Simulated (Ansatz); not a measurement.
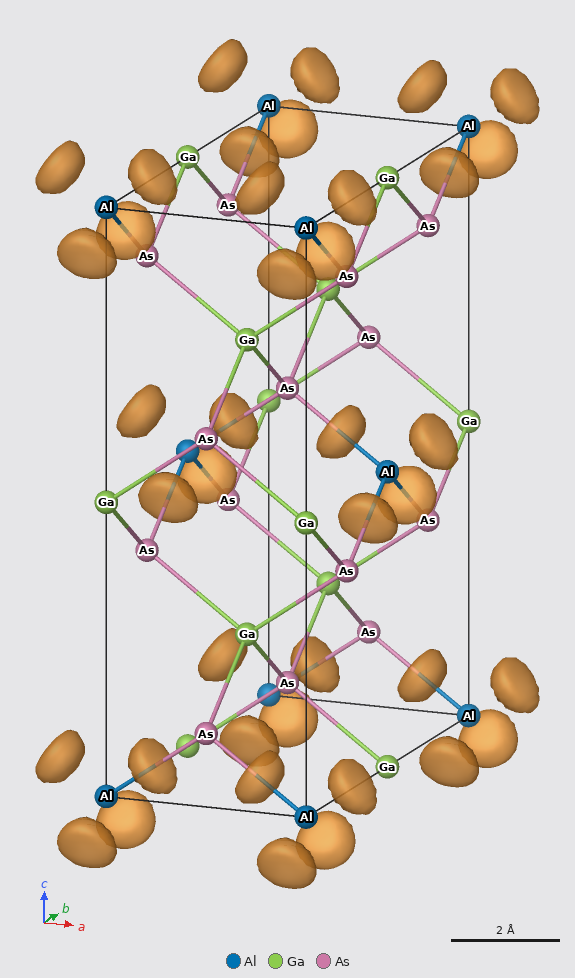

Figure. AlGa$_{3}$As$_{4}$. Isosurface of the ELF at 0.85 (orange), seen slightly off an axis. Core shells and regions of very low density are left out. Sticks mark near contacts.

Space group Amm2; started from the ordered alloy on zincblende lattice prototype, which need not be the ambient phase.

All numbers below come from DFT, PBE0, plane waves, PAW in Ansatz 0.2.0.

Input file:

```
crystal:
  lattice:
    - [4.0123053743, 0.0, 0.0]
    - [0.0, 4.0103010711, 5.6646705986]
    - [0.0, -4.0103010711, 5.6646705986]
  atoms:
    - { symbol: Al, position: [0.0, 0.0004024272, 0.0004024272] }
    - { symbol: Ga, position: [0.5, 0.0003885069, 0.4996264072] }
    - { symbol: Ga, position: [0.5, 0.4996264072, 0.0003885069] }
    - { symbol: Ga, position: [0.0, 0.49968973, 0.49968973] }
    - { symbol: As, position: [0.5, 0.124690215, 0.124690215] }
    - { symbol: As, position: [0.0, 0.1247619215, 0.6254947796] }
    - { symbol: As, position: [0.0, 0.6254947796, 0.1247619215] }
    - { symbol: As, position: [0.5, 0.6249460126, 0.6249460126] }
kpoints:
  mp_grid: { grid: [4, 2, 2] }
  band_path:
    path:
      - [0.0, 0.0, 0.0]
      - [0.0, 0.5, 0.5]
      - [0.0, 0.6247018543, 0.3752981457]
      - [0.0, 0.3752981457, -0.3752981457]
      - [0.5, 0.0, 0.0]
      - [0.5, 0.3752981457, -0.3752981457]
      - [0.5, 0.6247018543, 0.3752981457]
      - [0.5, 0.5, 0.5]
      - [0.0, 0.5, 0.0]
    npoints: 1
hamiltonian:
  xc: pbe0
scf:
  occupations: { method: fixed }
  n_extra_bands: 6
output:
  forces: true
  stress: true
  eigenvalues: true
  write_density: true
  write_potential: true
  elf: true
  volumetric_format: npy
```

Run with:

```sh
ansatz run input.yaml --threads 4 --pin off --max-ram 6451MiB --backend cpu --events-out ev --progress --plain --runs-dir out
```

Below, planes, directions and counts refer to the conventional cell (a = 4.01 Å, b = 8.02 Å, c = 11.33 Å, α = 90.00°, β = 90.00°, γ = 90.00°).

Question: What do the ELF domains correspond to?

Answer: The surface consists of eight regions between bonded Al–As atoms (shared pairs), counted in one cell of 16 atoms. Regions shared between cells count once.

Values along the shortest contacts:
Al–As (2.45 Å): the ELF peaks at about 0.95 between the atoms; a shared electron pair. Ga–As (2.45 Å): the ELF peaks at about 0.80 between the atoms; a shared electron pair.

Question: Metal or insulator at this level of theory?

Answer: It is gapped, with a Kohn–Sham gap of 2.2 eV on the k-point mesh, an upper bound to the gap of this method.
